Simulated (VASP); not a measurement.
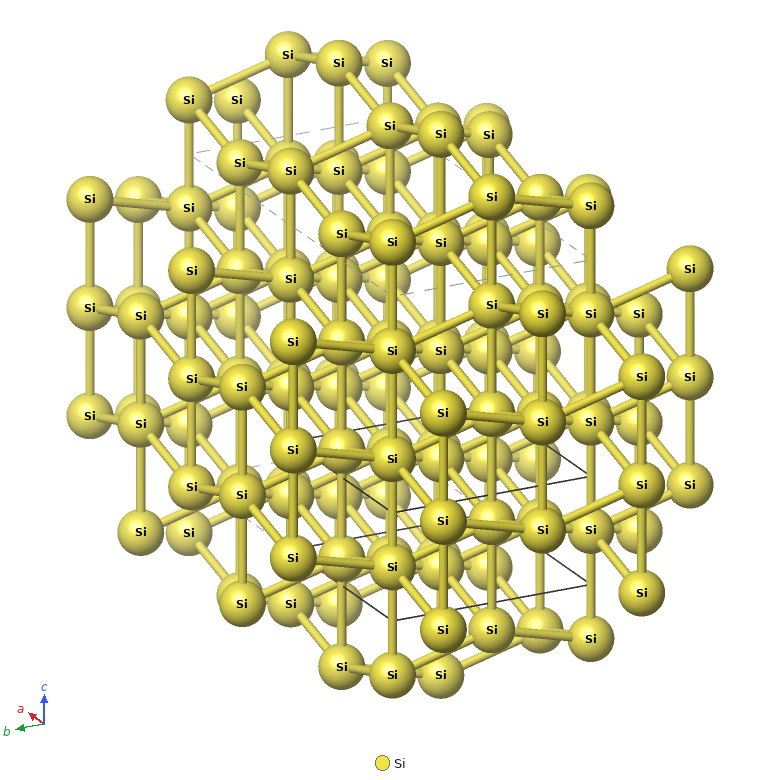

System Si (space group I4_1/amd, No. 141); source of the atomic positions: the end point of a relaxation with VASP Kohn-Sham DFT of a periodic cell, PBEsol0, VASP PAW PBE potentials, recommended in VASP.

Bonds are taken as Si–Si below 2.8 Å. The graph is simplified in the usual way: terminal and isolated atoms are pruned, two-connected atoms become edges.

What kind of net remains, and which atoms are its nodes?

Answer. A uninodal 6-connected, three-periodic net: Si is a 6-connected node.

Is the net interpenetrated?

Answer. It is a single net, without interpenetration.

How many nodes does the smallest cycle have?

Answer. Four.

The simplified net, drawn on the atoms' positions. Nodes are coloured by element. Edges to nodes outside the piece are drawn as stubs.

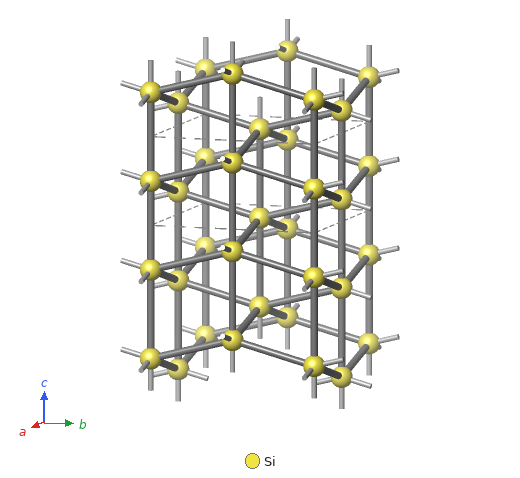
